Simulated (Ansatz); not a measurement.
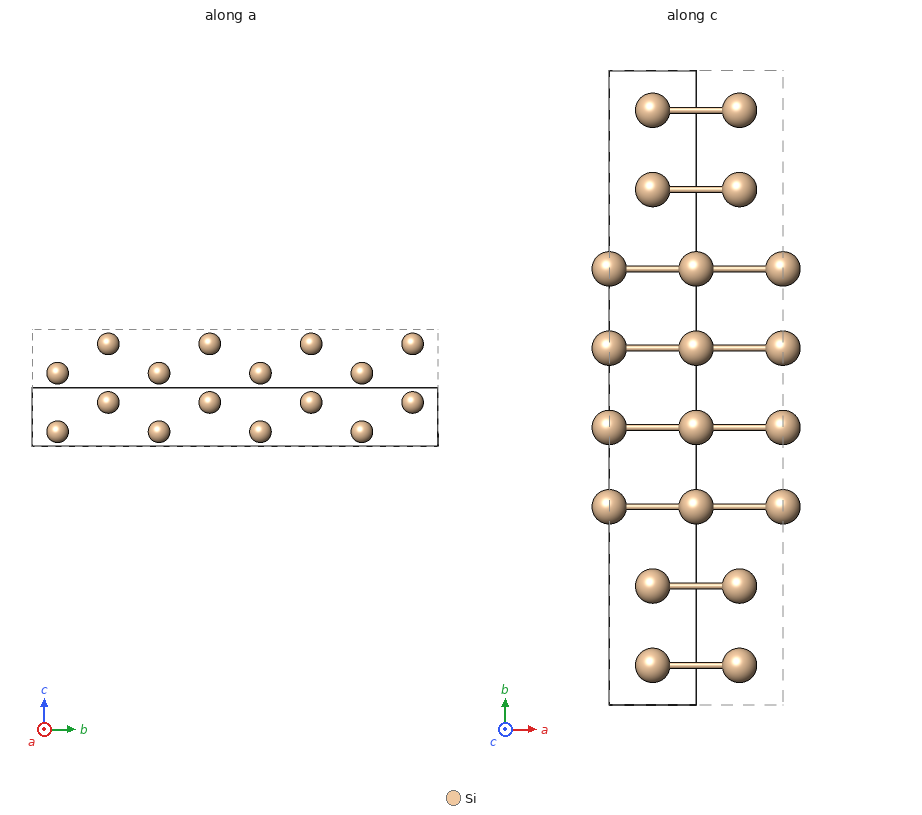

Drawn in the ball-and-stick manner and seen along the a axis and along the c axis. A block of 2×1×2 cells is shown, with one conventional unit cell in solid outline.

Si, space group Cmcm (No. 63), a = 2.49 Å, b = 18.21 Å, c = 2.63 Å, α = 90.00°, β = 90.00°, γ = 90.00°.

Results below were computed with DFT r2SCAN, scalar-relativistic, plane waves, PAW in Ansatz 0.2.0; the settings were a basis cut at 500 eV, k-points about 0.11 Å⁻¹ apart, Gaussian smearing of 0.15 eV, no spin polarisation.

Classify it as metallic or gapped, with the value.

A metal: bands cross the Fermi level.

What is the pressure at this volume?

The computed pressure is -0.7 GPa (stretched: it would shrink). The stress isn't hydrostatic: its largest component is 2.2 GPa.

Origin of the cell: a structure listed in the Materials Project. The cell was then strained or its atoms displaced on purpose. Ansatz was used for an electronic-structure calculation on it.
